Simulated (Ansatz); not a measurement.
Here is a crystal structure:

```
Ti O
1.0
     3.38870    0.00000    0.00000
     0.00000    3.38870    0.00000
     0.00000    0.00000    5.33883
Ti O
2 4
Direct
  0.00000 0.00000 0.00000
  0.50000 0.50000 0.50000
  0.00000 0.50000 0.34307
  0.00000 0.50000 0.84307
  0.50000 0.00000 0.65693
  0.50000 0.00000 0.15693
```

### Work out the structure from the coordinates.

Formula: TiO₂. Space group P4_2/nmc (No. 137), lattice primitive tetragonal. With Z = 2, the cell contains 2 Ti, 4 O. Coordination numbers (contacts within bonding distance): Ti 4 and O 2. Not all metal-metal contacts are counted.

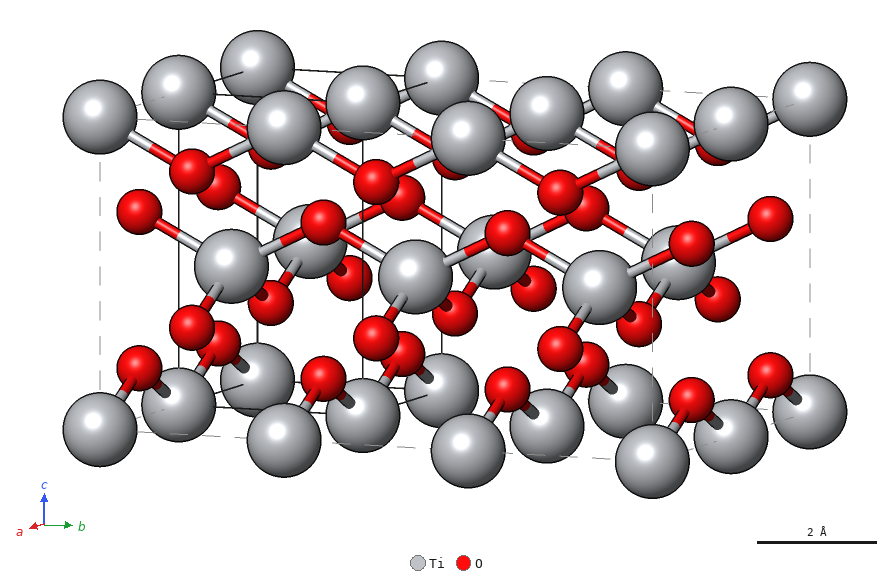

This ball-and-stick model is shown slightly off an axis. The solid box is one conventional unit cell, and 2×3×1 cells are shown.

The structure was taken from a structure listed in the Materials Project, with elements exchanged, so it need not be a known form of the compound. This is the structure after a relaxation with Ansatz 0.2.0, DFT PBE, scalar-relativistic, plane waves, PAW.
